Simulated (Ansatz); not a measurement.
# What a change does: single-point calculation on CoSi

System: CoSi (2 atoms in the cell).
Method of run 1: DFT, PBE, all-electron LAPW, scalar-relativistic, spin-polarised (Ansatz 0.2.0).

The structure derives from a Materials Project entry. Text and figures count atoms from 1; the logs count them from 0 in places.

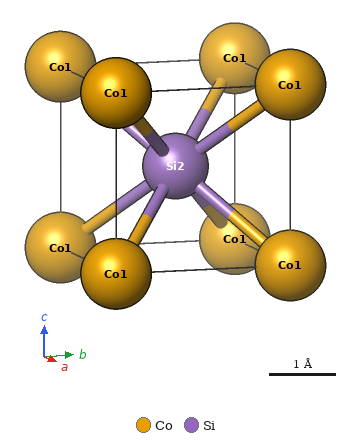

Fig. 1: The structure as given in the input (ball-and-stick view of the cell of the calculation, seen slightly off an axis; atoms are numbered from 1 in the order of the input). Near neighbours in the crystal (not all of them lie inside the picture): Co has 8 Si at 2.41 Å; Si has 8 Co at 2.41 Å.

## Input, run 1
```yaml
crystal:
  lattice:
    - [2.781334, 0.0, 0.0]
    - [0.0, 2.781334, 0.0]
    - [0.0, 0.0, 2.781334]
  atoms:
    - { symbol: Co, position: [0.0, 0.0, 0.0] }
    - { symbol: Si, position: [0.5, 0.5, 0.5] }
magnetization:
  spin_polarized: true
  initial_magnetization: 0.0
  spin_locking: { lock_magnetization: hard }
kpoints:
  mp_grid: { grid: [14, 14, 14] }
scf:
  occupations: { method: fermi_dirac, width: 0.03 }
  lower_state_search: "off"
hamiltonian:
  xc: pbe
  pseudopotentials: { kind: all_electron, lapw: { basis_error: 0.0005 } }
output:
  forces: true
  stress: true
  eigenvalues: false
```

Command:
```bash
ansatz run input.yaml --threads 1 --pin off --max-ram 3072MiB --backend cpu --events-out ev --progress --plain --runs-dir out
```

Hardware: 1 thread of Intel Xeon @ 2.50GHz (Skylake/Cascade Lake), 32 GiB of memory available, shared host.

## Output, shortened to warnings, some set-up lines, iterations and results (run 1)
```
Basis set: ecut = 295.28513795629647 eV, 251 PW (Γ), exchange–correlation at level 2
Symmetry: 48 space group operations
k-points: 120 of 2744
Initial density: superposition of atomic densities (chi_scale 0.1, normalization cell, long waves kept (reshape's long-wave potential 0.00 eV rms))
[...]
SCF iter   1: F=—  HF=-45811.170169 eV  |F-HF|=—  |Δ(HF+E_count)|=         —  Δρ=2.97e-2 (↑2.97e-2 ↓2.97e-2)  dr2=1.12e0  dr2_m=0.00e0  M=0.000 μB ∫|m|=0.000 μB  β_m=0.30  …
SCF iter   2: F=—  HF=-45811.026370 eV  |F-HF|=—  |Δ(HF+E_count)|=   1.44e-1  Δρ=9.91e-3 (↑9.91e-3 ↓9.91e-3)  dr2=3.17e-2  dr2_m=0.00e0  M=0.000 μB ∫|m|=0.000 μB  β_m=0.24  …
SCF iter   3: F=—  HF=-45810.700344 eV  |F-HF|=—  |Δ(HF+E_count)|=   3.26e-1  Δρ=1.08e-2 (↑1.08e-2 ↓1.08e-2)  dr2=1.46e-1  dr2_m=0.00e0  M=0.000 μB ∫|m|=0.000 μB  β_m=0.42  …
SCF iter   4: F=—  HF=-45810.631368 eV  |F-HF|=—  |Δ(HF+E_count)|=   6.90e-2  Δρ=1.79e-3 (↑1.79e-3 ↓1.79e-3)  dr2=2.02e-3  dr2_m=0.00e0  M=0.000 μB ∫|m|=0.000 μB  β_m=0.52  …
SCF iter   5: F=—  HF=-45810.628064 eV  |F-HF|=—  |Δ(HF+E_count)|=   3.30e-3  Δρ=6.02e-4 (↑6.02e-4 ↓6.02e-4)  dr2=3.71e-4  dr2_m=0.00e0  M=0.000 μB ∫|m|=0.000 μB  β_m=0.61  …
SCF iter   6: F=—  HF=-45810.627934 eV  |F-HF|=—  |Δ(HF+E_count)|=   1.30e-4  Δρ=1.19e-4 (↑1.19e-4 ↓1.19e-4)  dr2=1.16e-5  dr2_m=0.00e0  M=0.000 μB ∫|m|=0.000 μB  β_m=0.72  …
SCF iter   7: F=—  HF=-45810.627931 eV  |F-HF|=—  |Δ(HF+E_count)|=   2.92e-6  Δρ=1.21e-5 (↑1.21e-5 ↓1.21e-5)  dr2=1.06e-7  dr2_m=0.00e0  M=0.000 μB ∫|m|=0.000 μB  β_m=0.77  …
SCF iter   8: F=-45810.627931 eV  HF=-45810.627931 eV  |F-HF|=1.27e-9  |Δ(HF+E_count)|=   1.20e-8  Δρ=6.91e-7 (↑6.91e-7 ↓6.91e-7)  dr2=3.70e-10  dr2_m=0.00e0  M=0.000 μB …
SCF 1 converged in 8 iterations: F = -45810.627931 eV  dr2 = 3.70e-10
SCF converged after 8 iterations
Stability checked in part: among states of this total moment the steps that led to this state did not find it unstable. No probe was made; neither looks for a lower state of another moment (fixed_total_moment; see scf.lower_state_search)
Magnetization: 0.0000 μB (14.5000 up, 14.5000 down)
Absolute magnetization: 0.0000 μB (∫|ρ↑−ρ↓|)
Spin contamination: 0.0000 ħ² per cell (⟨S²⟩ above its minimum at these occupations)
Per-site moments (μB) at R_I (Å): [(0.0, 1.308809639694177), (0.0, 1.0998962248226962)]
Free energy (F): -45810.627931 eV
Harris-Foulkes:  -45810.627931 eV  (|F-HF|=1.27e-9)
Internal energy: -45810.621600 eV  (E = F + TS)
E sigma→0 (E₀):  -45810.624765 eV
Entropy (-TS):   -0.006331 eV (-3.165 meV/atom)
Fermi energy:    18.692521 (↑ 18.692521, ↓ 18.692521) eV
--- Per-component energies (eV) ---
  E_band       = -866.931976
  E_kinetic    = 46395.906361
  E_xc         = -2196.258564
  E_electrostatic = -90010.269397  (all electrons and nuclei)
  E_smearing   = -0.006331  (= −TS)
  E_closure    = 0.000000  (closes the sum)
  E_atoms      = -45796.146146  (free atoms, spherical and without spin; not in F)
  Σ components = -45810.627931   (vs F -45810.627931, Δ=0.00e0)
  Basis errors (estimates in eV, not in F): energy 1.4e-4 per atom: plane waves 1.2e-4 (6.3e-5 summed), levels above the bands 2.0e-57, relativity 4.6e-9, radial functions 1.8e-5, core shells 1.2e-10; eigenvalues (radial functions only) 1.3e-6; not estimated: angular momenta, meshes, grids; target …
--- Forces (eV/Å), atoms counted from 1 ---
  atom   1  Co    -0.00000000     0.00000000     0.00000000
  atom   2  Si     0.00000000    -0.00000000    -0.00000000
  max |Σ_I F_I| component: 9.70e-31 eV/Å
--- Stress (GPa, compression-positive) ---
       -0.336392       0.000000       0.000000
        0.000000      -0.336392       0.000000
        0.000000       0.000000      -0.336392
  P = ⅓ Tr σ = -0.3364 GPa (-3.364 kbar)
settings of this run that can trade accuracy for cost: output.eigenvalues: false. Do not mix this run's numbers with those of runs without the same settings; the input reference describes each key
```

The input of run 2 differs as follows (lines with − go, lines with + come):
```diff
-    - { symbol: Co, position: [0.0, 0.0, 0.0] }
+    - { symbol: Co, position: [0.0, 0.0, 0.0], spin: 0.74 }
-  initial_magnetization: 0.0
+  initial_magnetization: 0.74
```

What does this change do to the results?

The total moment is fixed by the input in run 1 and run 2, so the state need not be the lowest. With the same functional and potentials, run 2 lies 10.2 meV per atom lower. The net moment of the cell goes from 0.00 to 0.74 μB. The pressure goes from −0.34 to 1.61 GPa. The SCF takes 10 iterations against 8. On the same kind of shared host run 2 took about 1.7 times as long.

## Output, shortened to warnings, some set-up lines, iterations and results (run 2)
```
Basis set: ecut = 295.28513795629647 eV, 251 PW (Γ), exchange–correlation at level 2
Symmetry: 48 space group operations
k-points: 120 of 2744
Initial density: superposition of atomic densities (chi_scale 0.1, normalization cell)
[...]
SCF iter   1: F=—  HF=-45811.022464 eV  |F-HF|=—  |Δ(HF+E_count)|=         —  Δρ=2.87e-2 (↑2.43e-2 ↓2.87e-2)  dr2=8.88e-1  dr2_m=9.92e-4  M=0.740 μB ∫|m|=0.740 μB  β_m=0.30  …
SCF iter   2: F=—  HF=-45810.887912 eV  |F-HF|=—  |Δ(HF+E_count)|=   1.35e-1  Δρ=9.81e-3 (↑7.83e-3 ↓9.81e-3)  dr2=2.97e-2  dr2_m=4.65e-4  M=0.740 μB ∫|m|=0.753 μB  β_m=0.25  …
SCF iter   3: F=—  HF=-45810.678834 eV  |F-HF|=—  |Δ(HF+E_count)|=   2.09e-1  Δρ=1.05e-2 (↑9.44e-3 ↓1.05e-2)  dr2=1.20e-1  dr2_m=1.42e-4  M=0.740 μB ∫|m|=0.746 μB  β_m=0.36  …
SCF iter   4: F=—  HF=-45810.643820 eV  |F-HF|=—  |Δ(HF+E_count)|=         —  Δρ=2.21e-3 (↑1.57e-3 ↓2.21e-3)  dr2=1.57e-3  dr2_m=7.83e-5  M=0.740 μB ∫|m|=0.757 μB  β_m=0.67  …
SCF iter   5: F=—  HF=-45810.649242 eV  |F-HF|=—  |Δ(HF+E_count)|=   5.42e-3  Δρ=1.40e-3 (↑1.39e-3 ↓1.40e-3)  dr2=2.36e-3  dr2_m=6.03e-6  M=0.740 μB ∫|m|=0.765 μB  β_m=0.69  …
SCF iter   6: F=—  HF=-45810.648446 eV  |F-HF|=—  |Δ(HF+E_count)|=   7.96e-4  Δρ=3.83e-4 (↑3.83e-4 ↓3.20e-4)  dr2=1.37e-4  dr2_m=1.45e-6  M=0.740 μB ∫|m|=0.770 μB  β_m=0.84  …
SCF iter   7: F=—  HF=-45810.648377 eV  |F-HF|=—  |Δ(HF+E_count)|=   6.92e-5  Δρ=2.94e-5 (↑2.94e-5 ↓8.13e-6)  dr2=1.20e-7  dr2_m=5.75e-8  M=0.740 μB ∫|m|=0.773 μB  β_m=0.87  …
SCF iter   8: F=—  HF=-45810.648377 eV  |F-HF|=—  |Δ(HF+E_count)|=   1.60e-7  Δρ=8.16e-6 (↑4.33e-6 ↓8.16e-6)  dr2=1.05e-8  dr2_m=6.29e-9  M=0.740 μB ∫|m|=0.773 μB  β_m=0.85  …
SCF iter   9: F=-45810.648377 eV  HF=-45810.648377 eV  |F-HF|=2.69e-8  |Δ(HF+E_count)|=   5.53e-8  Δρ=4.13e-6 (↑2.00e-6 ↓4.13e-6)  dr2=7.29e-9  dr2_m=8.55e-10  M=0.740 μB …
SCF iter  10: F=-45810.648377 eV  HF=-45810.648377 eV  |F-HF|=2.96e-9  |Δ(HF+E_count)|=   2.89e-9  Δρ=9.16e-7 (↑9.16e-7 ↓5.84e-7)  dr2=6.10e-10  dr2_m=1.59e-11  M=0.740 μB …
SCF 1 converged in 10 iterations: F = -45810.648377 eV  dr2 = 6.10e-10
SCF converged after 10 iterations
Stability checked in part: among states of this total moment the steps that led to this state did not find it unstable. No probe was made; neither looks for a lower state of another moment (fixed_total_moment; see scf.lower_state_search)
Magnetization: 0.7400 μB (14.8700 up, 14.1300 down)
Absolute magnetization: 0.7733 μB (∫|ρ↑−ρ↓|)
Spin contamination: 0.0108 ħ² per cell (⟨S²⟩ above its minimum at these occupations)
Per-site moments (μB) at R_I (Å): [(0.7303358668235127, 1.308809639694177), (0.020223607550484246, 1.0998962248226962)]
Free energy (F): -45810.648377 eV
Harris-Foulkes:  -45810.648377 eV  (|F-HF|=2.96e-9)
Internal energy: -45810.644005 eV  (E = F + TS)
E sigma→0 (E₀):  -45810.646191 eV
Entropy (-TS):   -0.004372 eV (-2.186 meV/atom)
Fermi energy:    18.965247 (↑ 19.047421, ↓ 18.883073) eV
--- Per-component energies (eV) ---
  E_band       = -868.604970
  E_kinetic    = 46396.755116
  E_xc         = -2196.366346
  E_electrostatic = -90011.032776  (all electrons and nuclei)
  E_smearing   = -0.004372  (= −TS)
  E_closure    = 0.000000  (closes the sum)
  E_atoms      = -45796.146146  (free atoms, spherical and without spin; not in F)
  Σ components = -45810.648377   (vs F -45810.648377, Δ=0.00e0)
  Basis errors (estimates in eV, not in F): energy 1.5e-4 per atom: plane waves 1.2e-4 (6.3e-5 summed), levels above the bands 3.5e-49, relativity 4.7e-9, radial functions 2.8e-5, core shells 1.0e-9; eigenvalues (radial functions only) 1.3e-6; not estimated: angular momenta, meshes, grids; target …
--- Forces (eV/Å), atoms counted from 1 ---
  atom   1  Co    -0.00000000     0.00000000     0.00000000
  atom   2  Si     0.00000000    -0.00000000     0.00000000
  max |Σ_I F_I| component: 7.56e-31 eV/Å
--- Stress (GPa, compression-positive) ---
        1.613305      -0.000000       0.000000
       -0.000000       1.613305       0.000000
        0.000000       0.000000       1.613305
  P = ⅓ Tr σ = 1.6133 GPa (16.133 kbar)
settings of this run that can trade accuracy for cost: output.eigenvalues: false. Do not mix this run's numbers with those of runs without the same settings; the input reference describes each key
```

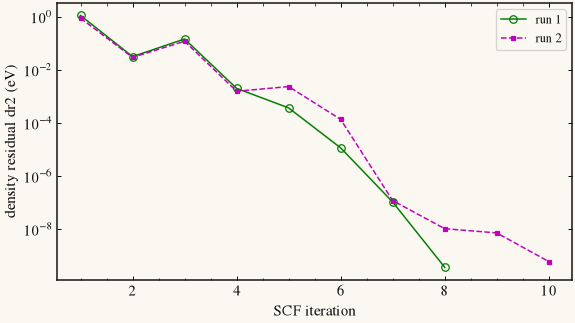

Fig. 2: Convergence of the two runs: density residual dr2 against the SCF iteration. Run 1 takes 8 iterations in all, and run 2 takes 10.

## The two runs side by side

| quantity | run 1 | run 2 |
| --- | --- | --- |
| outcome | converged | converged |
| free energy per atom (eV) | −22905.3140 | −22905.3242 |
| energy per atom, smearing taken to zero (eV) | −22905.3124 | −22905.3231 |
| net moment of the cell (μB) | 0.00 | 0.74 |
| absolute moment of the cell (μB) | 0.00 | 0.77 |
| pressure (GPa) | −0.34 | 1.61 |
| largest force (eV/Å) | 0.000 | 0.000 |
| SCF iterations | 8 | 10 |
| irreducible k-points | 120 | 120 |
| plane waves at Γ | 251 | 251 |
| wall time (shared host) | 22 s | 37 s |
